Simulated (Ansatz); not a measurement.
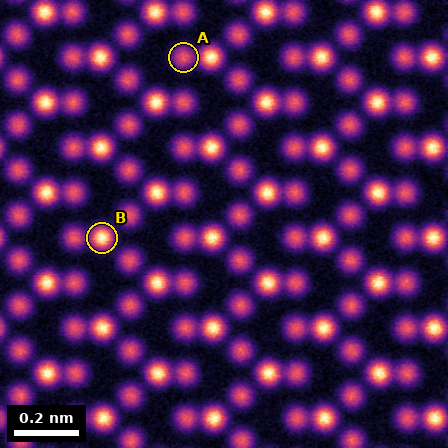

HAADF-like image of Rh (Pm-3n, No. 223) along [211]. Simulation: incoherent imaging, intensity Z^1.7 per atom, probe width 0.50 Å, thin sample. The display is stretched by a gamma of 0.65; percentages refer to the linear signal. Shot noise and a slight drift were added. Atomic positions: the end point of a relaxation with DFT, PBE, plane waves (420 eV) with PAW, scalar-relativistic in Ansatz 0.2.0; the starting structure was generated, so it need not be a known form of this composition.

```cif
data_structure
_symmetry_space_group_name_H-M 'P 1'
_symmetry_Int_Tables_number 1
_cell_length_a 4.8857
_cell_length_b 4.8857
_cell_length_c 4.8857
_cell_angle_alpha 90.000
_cell_angle_beta 90.000
_cell_angle_gamma 90.000
_cell_volume 116.62
loop_
_atom_site_label
_atom_site_type_symbol
_atom_site_fract_x
_atom_site_fract_y
_atom_site_fract_z
_atom_site_occupancy
Rh1 Rh 0.00000 0.00000 0.00000 1
Rh2 Rh 0.50000 0.50000 0.50000 1
Rh3 Rh 0.25000 0.00000 0.50000 1
Rh4 Rh 0.75000 0.00000 0.50000 1
Rh5 Rh 0.50000 0.25000 0.00000 1
Rh6 Rh 0.50000 0.75000 0.00000 1
Rh7 Rh 0.00000 0.50000 0.25000 1
Rh8 Rh 0.00000 0.50000 0.75000 1
```

Name the elements in each circled column.

Answer. A: Rh (1 Rh per 11.97 Å along the beam; about 50 % of the brightest peak). B: Rh (2 Rh per 11.97 Å along the beam; the brightest kind). Brightness is counted from the darkest point of the image.
